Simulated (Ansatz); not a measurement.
Geometry relaxation, with input and output: Si$_{16}$O (charge +1) (part 1 of 3)

The run: geometry relaxation of Si$_{16}$O (defect cell, 17 atoms in the cell, total charge +1). Method and program: DFT PBE, scalar-relativistic, plane waves, PAW, spin-polarised (Ansatz 0.2.0).

The structure derives from a Materials Project entry. It belongs to a series of runs on one base structure; here: O interstitial, charge +1, atoms relaxed at the host's cell.

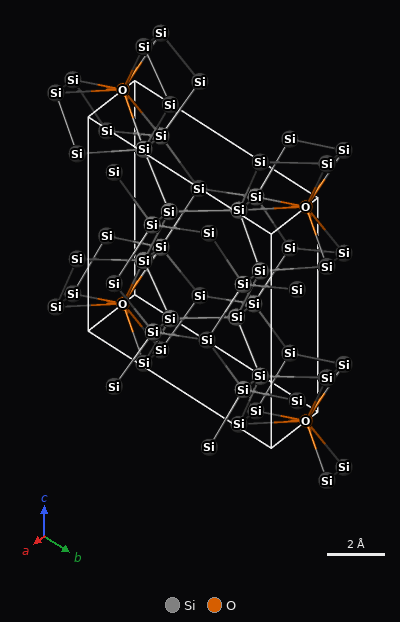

Fig. 1: The input geometry (ball-and-stick view of the cell of the calculation, seen slightly off an axis; neighbours outside the cell are drawn fainter). Near neighbours in the crystal (not all of them lie inside the picture): Si has 1 O at 2.43 Å and 4 Si at 2.33 to 2.46 Å; Si has 4 Si at 2.32 to 2.46 Å; O has 6 Si at 2.43 Å.

The input
```yaml
crystal:
  lattice:
    - [0.0, 0.0, 6.3650227274]
    - [7.7025612697, 1.0e-10, 0.0]
    - [-3.8512806349, 6.6706137337, 0.0]
  atoms:
    - { symbol: Si, position: [0.0672189118, 0.1601642957, 0.3203285913], spin: 0.077 }
    - { symbol: Si, position: [0.0672189118, 0.1601642957, 0.8398357043], spin: 0.077 }
    - { symbol: Si, position: [0.0654731855, 0.6666666667, 0.3333333333] }
    - { symbol: Si, position: [0.0672189118, 0.6796714087, 0.8398357043], spin: 0.077 }
    - { symbol: Si, position: [0.5665349927, 0.3390366818, 0.1695183409], spin: 0.077 }
    - { symbol: Si, position: [0.5674268264, 0.3333333333, 0.6666666667] }
    - { symbol: Si, position: [0.5665349927, 0.8304816591, 0.1695183409], spin: 0.077 }
    - { symbol: Si, position: [0.5665349927, 0.8304816591, 0.6609633182], spin: 0.077 }
    - { symbol: Si, position: [0.4327810882, 0.1601642957, 0.3203285913], spin: 0.077 }
    - { symbol: Si, position: [0.4327810882, 0.1601642957, 0.8398357043], spin: 0.077 }
    - { symbol: Si, position: [0.4345268145, 0.6666666667, 0.3333333333] }
    - { symbol: Si, position: [0.4327810882, 0.6796714087, 0.8398357043], spin: 0.077 }
    - { symbol: Si, position: [0.9334650073, 0.3390366818, 0.1695183409], spin: 0.077 }
    - { symbol: Si, position: [0.9325731736, 0.3333333333, 0.6666666667] }
    - { symbol: Si, position: [0.9334650073, 0.8304816591, 0.1695183409], spin: 0.077 }
    - { symbol: Si, position: [0.9334650073, 0.8304816591, 0.6609633182], spin: 0.077 }
    - { symbol: O, position: [0.25, 0.0, 0.0], spin: 0.077 }
  host:
    lattice:
      - [3.8512806348, 0.0, 0.0]
      - [-1.9256403174, 3.3353068669, 0.0]
      - [0.0, 0.0, 6.3650227274]
    atoms:
      - { symbol: Si, position: [0.3333333333, 0.6666666667, 0.0629309403] }
      - { symbol: Si, position: [0.6666666667, 0.3333333333, 0.5629309403] }
      - { symbol: Si, position: [0.3333333333, 0.6666666667, 0.4370690597] }
      - { symbol: Si, position: [0.6666666667, 0.3333333333, 0.9370690597] }
total_charge: 1
basis:
  ecutwfc: 420
  xc_grid: 2
kpoints:
  mp_grid: { grid: [5, 4, 4], shift: [0.0, 0.0, 0.0] }
hamiltonian:
  xc: pbe
scf:
  occupations: { method: gaussian, width: 0.02 }
output:
  forces: true
  stress: false
  eigenvalues: true
  populations: true
  charged_corrections:
    defect_position: [0.25, 0.0, 0.0]
    epsilon: [[12.6179, 0.0, 0.0], [0.0, 12.6179, 0.0], [0.0, 0.0, 13.7065]]
  write_density: true
  write_potential: true
  elf: true
  volumetric_format: npy
magnetization:
  spin_polarized: true
relax:
  adjacent_minimum: "off"
  f_tol: 0.025
  max_steps: 45
```

Machine: 4 threads of Arm Neoverse V1, 24 GiB of memory available, shared host.

Run as:
```bash
ansatz run input.yaml --threads 4 --pin off --max-ram 8192MiB --backend cpu --events-out ev --progress --plain --runs-dir out
```

Output
```
Engine: ansatz 0.2.0, aarch64-unknown-linux-gnu
Pseudopotentials: kind: paw
Pseudopotential: Si, paw, valence charge 4, recommended cutoff 420 eV (normal), Si.paw.azcp
Pseudopotential: O, paw, valence charge 6, recommended cutoff 420 eV (normal), O.paw.azcp
Functional definition: PBE
  parameter kappa = 0.804
  parameter beta = 0.06672455060314922
  exchange = pbe_x(kappa = kappa, mu = beta*pi^2/3)
  correlation = pbe_c(beta = beta)
Crystal: 17 atoms, lattice volume = 327.040 Å³
Basis set: ecut = 420 eV, 6375 PW (Γ), exchange–correlation on 90×108×108 points (8 copies of the dense FFT grid, shifted against one another)
Bands: 53, of which v1, the nominal top of the filled ones, is band 35 counted from 1 (34 counted from 0)
Symmetry: 12 space group operations
Space group: P-6m2 (ITA 187), of the structure as read, at distance tolerance 6.9e-5 Å
Magnetic group: BNS 187.209 (UNI 1439), of the structure as read, at distance tolerance 6.9e-5 Å
k-points: 12 of 80 (time reversal used)
Non-local potential: Si, projectors of the file, l = 0: 2, l = 1: 2, l = 2: 2
Non-local potential: O, projectors of the file, l = 0: 2, l = 1: 2, l = 2: 1
PAW form: soft (Blöchl's): semilocal exchange-correlation on the pseudo side does not see the compensation charge
PAW one-centre angular grid: Si, 110 points (default); XC on 64 Gauss nodes
PAW one-centre angular grid: O, 110 points (default); XC on 64 Gauss nodes
Initial density: superposition of atomic densities (chi_scale 0.1, normalization cell, long waves kept (reshape's long-wave potential 0.50 eV rms))
Starting moments: Σ|m| = 1.001 μB on 13 of 17 sites
Initial wavefunctions: pseudopotential atomic-orbital guess
Functional: x = pbe(κ = 0.804, μ = 0.2195149727645171), c = pbe(β = 0.06672455060314922)
SCF iter   1: F=—  HF=-10748.049355 eV  |F-HF|=—  |Δ(HF+E_count)|=         —  Δρ=5.14e-2 (↑4.63e-2 ↓5.14e-2)  dr2=5.58e1  dr2_m=3.04e-2  M=0.524 μB ∫|m|=0.526 μB  β_m=0.30  ethr=3.10e-3  ⟨swp⟩=7.2  Hψ=6123  notcnv=0  defer=45
preconditioner: auto → Kerker (q_TF=auto, 2.105 Å⁻¹)  [metal: Δε(μ)=0.012 eV  Ē_g=8.121 eV  σ=0.020 eV  W_gap=0.32  n_scr=46 (ndim 8)  ℏωp=17.1 eV  f_vac=0.000  D(μ)=12.24/eV (n_scr^D=94)]
spin=Collinear: Kerker preconditioning applied to the charge; magnetization (m = ρ↑ − ρ↓) channel mixes plain (no charge-response kernel on spin).
SCF iter   2: F=—  HF=-10744.018335 eV  |F-HF|=—  |Δ(HF+E_count)|=    4.03e0  Δρ=2.77e-2 (↑2.63e-2 ↓2.77e-2)  dr2=8.49e0  dr2_m=7.47e-3  M=0.288 μB ∫|m|=0.295 μB  β_m=0.30  ethr=3.10e-3  ⟨swp⟩=4.5  Hψ=3500  notcnv=0  defer=270
SCF iter   3: F=—  HF=-10743.027025 eV  |F-HF|=—  |Δ(HF+E_count)|=   9.91e-1  Δρ=1.40e-2 (↑1.38e-2 ↓1.40e-2)  dr2=3.25e0  dr2_m=2.65e-3  M=0.204 μB ∫|m|=0.214 μB  β_m=0.30  ethr=3.10e-3  ⟨swp⟩=2.6  Hψ=2403  notcnv=0  defer=293
SCF iter   4: F=—  HF=-10742.390804 eV  |F-HF|=—  |Δ(HF+E_count)|=   6.36e-1  Δρ=5.36e-3 (↑5.33e-3 ↓5.36e-3)  dr2=4.70e-1  dr2_m=1.30e-3  M=0.206 μB ∫|m|=0.214 μB  β_m=0.30  ethr=3.10e-3  ⟨swp⟩=2.5  Hψ=1974  notcnv=0  defer=293
SCF iter   5: F=—  HF=-10742.356661 eV  |F-HF|=—  |Δ(HF+E_count)|=   3.41e-2  Δρ=2.07e-3 (↑2.07e-3 ↓2.00e-3)  dr2=6.19e-2  dr2_m=9.79e-4  M=0.247 μB ∫|m|=0.250 μB  β_m=0.30  ethr=6.82e-4  ⟨swp⟩=2.1  Hψ=1438  notcnv=0  defer=298
SCF iter   6: F=—  HF=-10742.383944 eV  |F-HF|=—  |Δ(HF+E_count)|=   2.73e-2  Δρ=1.19e-3 (↑7.28e-4 ↓1.19e-3)  dr2=1.07e-2  dr2_m=8.07e-4  M=0.174 μB ∫|m|=0.182 μB  β_m=0.30  ethr=8.97e-5  ⟨swp⟩=2.8  Hψ=1940  notcnv=0  defer=290
SCF iter   7: F=—  HF=-10742.384646 eV  |F-HF|=—  |Δ(HF+E_count)|=   7.02e-4  Δρ=8.12e-4 (↑5.53e-4 ↓8.12e-4)  dr2=4.61e-3  dr2_m=4.98e-4  M=0.165 μB ∫|m|=0.172 μB  β_m=0.30  ethr=1.55e-5  ⟨swp⟩=1.1  Hψ=1027  notcnv=0  defer=290
SCF iter   8: F=—  HF=-10742.386234 eV  |F-HF|=—  |Δ(HF+E_count)|=   1.59e-3  Δρ=3.39e-4 (↑3.39e-4 ↓2.51e-4)  dr2=2.88e-4  dr2_m=2.13e-4  M=0.178 μB ∫|m|=0.184 μB  β_m=1.00  ethr=6.69e-6  ⟨swp⟩=2.0  Hψ=1925  notcnv=0  defer=290
SCF iter   9: F=—  HF=-10742.386521 eV  |F-HF|=—  |Δ(HF+E_count)|=   2.87e-4  Δρ=1.41e-4 (↑1.41e-4 ↓1.29e-4)  dr2=1.12e-4  dr2_m=3.27e-5  M=0.160 μB ∫|m|=0.169 μB  β_m=0.30  ethr=4.18e-7  ⟨swp⟩=2.1  Hψ=1867  notcnv=0  defer=290
SCF iter  10: F=—  HF=-10742.386667 eV  |F-HF|=—  |Δ(HF+E_count)|=   1.45e-4  Δρ=1.26e-4 (↑8.93e-5 ↓1.26e-4)  dr2=4.51e-5  dr2_m=2.86e-5  M=0.158 μB ∫|m|=0.167 μB  β_m=0.30  ethr=1.62e-7  ⟨swp⟩=2.0  Hψ=1774  notcnv=0  defer=290
Mixer restart at iter 10: flushing history
spin-set hold released at iteration 10 (site moments contracting): the magnetisation degrees of freedom join the quasi-Newton model from the next iteration; the mixer history was flushed
SCF iter  11: F=—  HF=-10742.386677 eV  |F-HF|=—  |Δ(HF+E_count)|=   1.08e-5  Δρ=1.18e-4 (↑1.18e-4 ↓9.94e-5)  dr2=1.43e-5  dr2_m=3.26e-5  M=0.153 μB ∫|m|=0.162 μB  β_m=0.65  ethr=2.26e-8  ⟨swp⟩=19.3  Hψ=11897  notcnv=0
SCF iter  12: F=—  HF=-10742.386709 eV  |F-HF|=—  |Δ(HF+E_count)|=   3.19e-5  Δρ=1.32e-4 (↑9.11e-5 ↓1.32e-4)  dr2=1.71e-5  dr2_m=3.62e-5  M=0.143 μB ∫|m|=0.151 μB  β_m=0.82  ethr=2.07e-8  ⟨swp⟩=11.9  Hψ=9451  notcnv=0
SCF iter  13: F=—  HF=-10742.386750 eV  |F-HF|=—  |Δ(HF+E_count)|=   4.09e-5  Δρ=1.35e-4 (↑1.35e-4 ↓9.29e-5)  dr2=1.24e-5  dr2_m=3.84e-5  M=0.128 μB ∫|m|=0.135 μB  β_m=0.20  ethr=2.07e-8  ⟨swp⟩=10.1  Hψ=9197  notcnv=0
SCF iter  14: F=—  HF=-10742.386779 eV  |F-HF|=—  |Δ(HF+E_count)|=   2.86e-5  Δρ=1.23e-4 (↑1.23e-4 ↓9.67e-5)  dr2=6.49e-6  dr2_m=3.57e-5  M=0.117 μB ∫|m|=0.123 μB  β_m=0.12  ethr=1.80e-8  ⟨swp⟩=12.1  Hψ=9456  notcnv=0
SCF iter  15: F=—  HF=-10742.386817 eV  |F-HF|=—  |Δ(HF+E_count)|=   3.85e-5  Δρ=9.86e-5 (↑9.86e-5 ↓9.73e-5)  dr2=1.91e-6  dr2_m=2.84e-5  M=0.103 μB ∫|m|=0.109 μB  β_m=0.16  ethr=9.41e-9  ⟨swp⟩=12.6  Hψ=9767  notcnv=0
SCF iter  16: F=—  HF=-10742.386882 eV  |F-HF|=—  |Δ(HF+E_count)|=   6.44e-5  Δρ=8.55e-5 (↑6.51e-5 ↓8.55e-5)  dr2=5.57e-6  dr2_m=1.59e-5  M=0.076 μB ∫|m|=0.080 μB  β_m=0.93  ethr=2.77e-9  ⟨swp⟩=13.5  Hψ=11033  notcnv=0
SCF iter  17: F=-10742.386929 eV  HF=-10742.386944 eV  |F-HF|=1.49e-5  |Δ(HF+E_count)|=   6.23e-5  Δρ=6.86e-5 (↑6.86e-5 ↓4.51e-5)  dr2=2.68e-5  dr2_m=5.81e-6  M=0.028 μB ∫|m|=0.029 μB  β_m=0.96  ethr=2.77e-9  ⟨swp⟩=14.4  Hψ=11813  notcnv=0
SCF iter  18: F=-10742.386936 eV  HF=-10742.386949 eV  |F-HF|=1.28e-5  |Δ(HF+E_count)|=   4.51e-6  Δρ=6.95e-5 (↑6.95e-5 ↓2.75e-5)  dr2=2.47e-5  dr2_m=4.51e-6  M=0.012 μB ∫|m|=0.013 μB  β_m=0.98  ethr=2.77e-9  ⟨swp⟩=3.0  Hψ=2236  notcnv=0
SCF iter  19: F=-10742.386948 eV  HF=-10742.386952 eV  |F-HF|=3.78e-6  |Δ(HF+E_count)|=   3.04e-6  Δρ=3.01e-5 (↑3.01e-5 ↓5.89e-6)  dr2=6.01e-6  dr2_m=6.90e-7  M=-0.007 μB ∫|m|=0.007 μB  β_m=0.99  ethr=2.77e-9  ⟨swp⟩=10.1  Hψ=9815  notcnv=0
SCF iter  20: F=-10742.386952 eV  HF=-10742.386952 eV  |F-HF|=1.40e-7  |Δ(HF+E_count)|=   3.69e-7  Δρ=5.33e-6 (↑5.33e-6 ↓4.48e-6)  dr2=2.38e-7  dr2_m=3.42e-8  M=-0.004 μB ∫|m|=0.004 μB  β_m=0.97  ethr=2.77e-9  ⟨swp⟩=11.6  Hψ=9177  notcnv=0
SCF iter  21: F=-10742.386952 eV  HF=-10742.386952 eV  |F-HF|=1.32e-7  |Δ(HF+E_count)|=   1.28e-7  Δρ=3.91e-6 (↑3.20e-6 ↓3.91e-6)  dr2=1.74e-7  dr2_m=1.10e-8  M=-0.002 μB ∫|m|=0.002 μB  β_m=0.99  ethr=3.46e-10  ⟨swp⟩=8.4  Hψ=6911  notcnv=0
SCF iter  22: F=-10742.386952 eV  HF=-10742.386952 eV  |F-HF|=1.07e-8  |Δ(HF+E_count)|=   6.59e-9  Δρ=1.65e-6 (↑1.65e-6 ↓7.58e-7)  dr2=1.52e-8  dr2_m=2.01e-9  M=-0.001 μB ∫|m|=0.001 μB  ethr=2.52e-10  ⟨swp⟩=8.2  Hψ=6641  notcnv=0
at 2 of the mixer's solves, the last at iteration 17, it left a direction of its history that read negative out of its fit and stepped the other way along it
WARN: the starting moments were not kept: the SCF closed with an absolute magnetisation of 1.1e-3 μB, where they sum to 1.001 μB in size (13 sites). That is at most 0.1 of that sum. Measured as dr2_m measures the in/out step, that magnetisation stands 1.9e-7 eV from none, at or under the dr2_threshold of 1.6e-5 eV: it is no larger than a step whose dr2_m would equal this threshold. The system may hold no moment; this SCF shows only that its start led to no more than that. To try another start: raise the starting moments (crystal.atoms[].spin, magnetization.per_species, magnetization.initial_magnetization, or on a non-collinear deck that types none of these the spinor_matrix: blocks that start its atoms; where the total moment is fixed, keep their sum and leave initial_magnetization as it is; typed ones take the place of any that the run laid by itself, positive ones on a crystal's lanthanoids without a Hubbard term where scf.initial_density.shell_occupations: [] is typed) or, if the notice of its spin-set hold's release reads "site moments contracting" or "site moments show no strong build", lengthen the hold (scf.mixing.spin_hold: { on: { confirm: 4 } }; for m-r²SCAN on two components see the key's manual first). Each may lead to a state that holds a moment. A second SCF, from the converged charge density, with the starting moments and any scf.initial_density.shell_occupations laid on it anew, would have followed, and was not run: the deck does not ask for one (magnetization.retry_lost_moments is false, the default). To let it run, set magnetization.retry_lost_moments: true and run the deck again, where that key's refused combinations let it; where memory then withholds it, that run's warning says so.
SCF 1 converged in 22 iterations: F = -10742.386952 eV  dr2 = 1.52e-8
  greatest PAW one-centre occupation: 0.880 electrons in one spin orbital (limit 2), on the O atom at site 16 (counted from 0), in its partial waves of l = 0
relax step   1: F+E_penalty+E_count = -10742.38695213 eV  Δ(F+E_penalty+E_count) = +0.000e0 eV  max|allowed force component| = 1.908e-1 eV/Å  Δτ_max = 0.0000 Å  (22 SCF iters, dr2 threshold 1.56e-5 eV, accepted)
Initial density: handed on by an earlier stage of this run
Starting moments: Σ|m| = 1.001 μB on 13 of 17 sites; this step starts from the density that it was given
Initial wavefunctions: those handed on with the density
iter 1 solved again at ethr=4.09e-6 eV; its pass at ethr=3.10e-3 eV (dr2=2.82e-3 eV) is discarded
```
